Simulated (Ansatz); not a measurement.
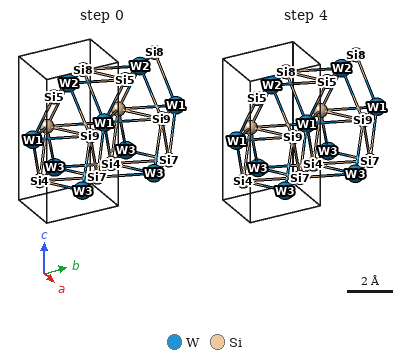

The structure of solid Si2W (set up in P6_222) before (left) and after (right) a relaxation, at one scale.

Style: ball-and-stick. Shown: the cell of the calculation, repeated 1 × 2 × 1 with one cell outlined, slightly off an axis.

The run lets cell and atoms move.

These are results of Ansatz, Kohn-Sham DFT of a periodic cell, PBEsol with D3(BJ), Ansatz PAW, not measurements.

Input file:
```yaml
crystal:
  lattice:
    - [4.6168523821, 0.0, 0.0]
    - [-2.3084261911, 3.9983114484, 0.0]
    - [0.0, 0.0, 6.653222]
  atoms:
    - { symbol: W, position: [0.5, 0.0, 0.5] }
    - { symbol: W, position: [0.5, 0.5, 0.8333333333] }
    - { symbol: W, position: [0.0, 0.5, 0.1666666667] }
    - { symbol: Si, position: [0.327252, 0.163626, 0.1666666667] }
    - { symbol: Si, position: [0.836374, 0.163626, 0.8333333333] }
    - { symbol: Si, position: [0.163626, 0.327252, 0.5] }
    - { symbol: Si, position: [0.672748, 0.836374, 0.1666666667] }
    - { symbol: Si, position: [0.163626, 0.836374, 0.8333333333] }
    - { symbol: Si, position: [0.836374, 0.672748, 0.5] }
hamiltonian:
  xc: pbesol
  pseudopotentials: { kind: paw }
  dispersion: d3bj
kpoints:
  mp_grid: { grid: [7, 7, 4] }
scf:
  occupations: { method: fermi_dirac, width: 0.05 }
output:
  forces: true
  stress: true
  eigenvalues: true
relax:
  f_tol: 0.01
  max_steps: 40
  cell: { stress_tol: 0.05 }
```

Launched with:
```bash
ansatz run input.yaml --threads 4 --pin off --max-ram 11264MiB --backend cpu --events-out ev --progress --plain --runs-dir out
```

### What changed between the two?

Over 3 accepted moves (4 points after the start) the energy falls by 28.1 meV per atom. Largest force component: 0.037 eV/Å at the start, 0.0099 eV/Å at the end. The pressure goes from −12.02 to 0.01 GPa. The SCF was repeated once at an unchanged geometry on a basis and grid sized afresh for the cell, which shifted the energy by 0.2 meV per atom at most. The atoms keep their places relative to the cell (all moves are under 0.005 Å). The drawn cell changes as follows: a = b 4.617 → 4.530 Å (−1.9 %), c 6.653 → 6.548 Å (−1.6 %); the volume changes by −5.2 %. Some distances before and after: W–W 3.201 → 3.146 Å, Si–Si 2.690 → 2.640 Å, Si–W 2.690 → 2.639 Å, Si–W 2.653 → 2.604 Å. The space group stays P6_222 (No. 180). Cost: 32 s on 4 threads of Arm Neoverse N1 (shared host), peak memory 0.46 GiB.
